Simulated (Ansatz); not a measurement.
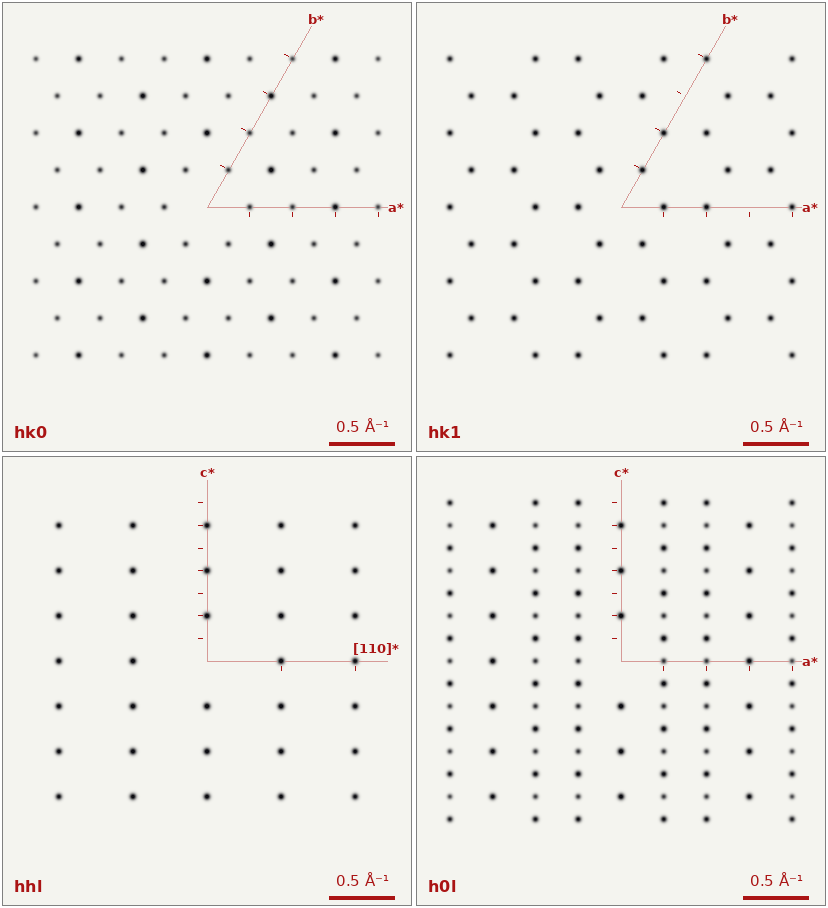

Simulated precession-type sections (neutrons; kinematic intensities, B = 0.5 Å²). The ticks mark integer indices of the conventional cell.

The compound is Bi. Structure: coordinates from a relaxation with DFT, LDA (PW92), plane waves (420 eV) with PAW, scalar-relativistic in Ansatz 0.2.0; the starting structure was generated, so it need not be a known form of this composition.

Question: What cell do the layers give?

Answer: a* = 0.334, b* = 0.334, c* = 0.176 Å⁻¹, γ* = 60°; the cell is hexagonal with a = 3.46 Å, c = 5.67 Å (hexagonal axes).

Question: List the systematic absences.

Answer: Reflections are present only under these conditions. hkl: no condition; hk0: no condition; h0l: no condition; hhl: l = 2n; 00l: l = 2n. The lattice is primitive (P). Further gaps, such as 0 3 1, 3 0 1, 3 0 3, come from atoms on special positions, not from the group's general conditions.

Question: Which space groups fit?

Answer: The intensities have Laue symmetry 6/mmm (the hk0 layer shows 6mm, hk1 shows 6mm). With these conditions the candidates are P6_3mc (No. 186), P-62c (No. 190), P6_3/mmc (No. 194). Diffraction geometry alone does not choose among them; the structure has P6_3/mmc.
